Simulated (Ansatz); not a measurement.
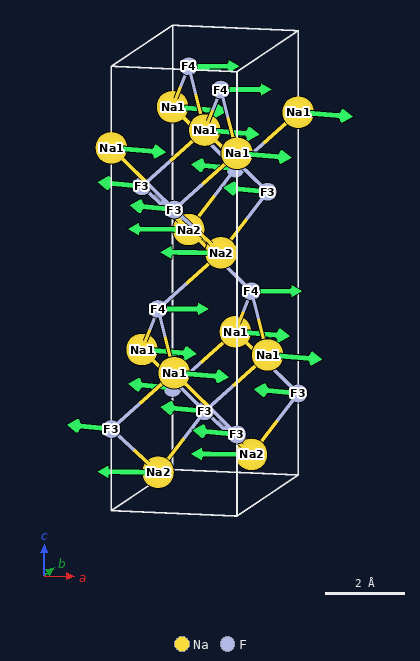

One vibrational mode of solid NaF (a generated structure) at the zone centre. The green arrows are the displacements of the atoms (eigenvector over the root of the mass), of arbitrary overall length and sign. A ball-and-stick model of the conventional cell (4 times the calculation's cell), seen slightly off an axis. Lengths and directions refer to the drawn axes.

Theory: DFT PBE, scalar-relativistic, plane waves, PAW in Ansatz 0.2.0. Set-up: plane-wave cutoff 420 eV; k-point mesh 8 × 8 × 8; occupations fixed; no spin polarisation.

Frequencies are those without the non-analytic (LO–TO) term.

What mode is this, and where does it lie in the spectrum?

Answer. This is the B₂ mode at 224 cm⁻¹, optical level 4 of 9, counted from below (1 lower level is imaginary, so the structure is unstable), infrared- and Raman-active by symmetry. The kinetic energy is shared as Na 59 %, F 41 %. Its infrared intensity is 0.23 (D/Å)²/amu.
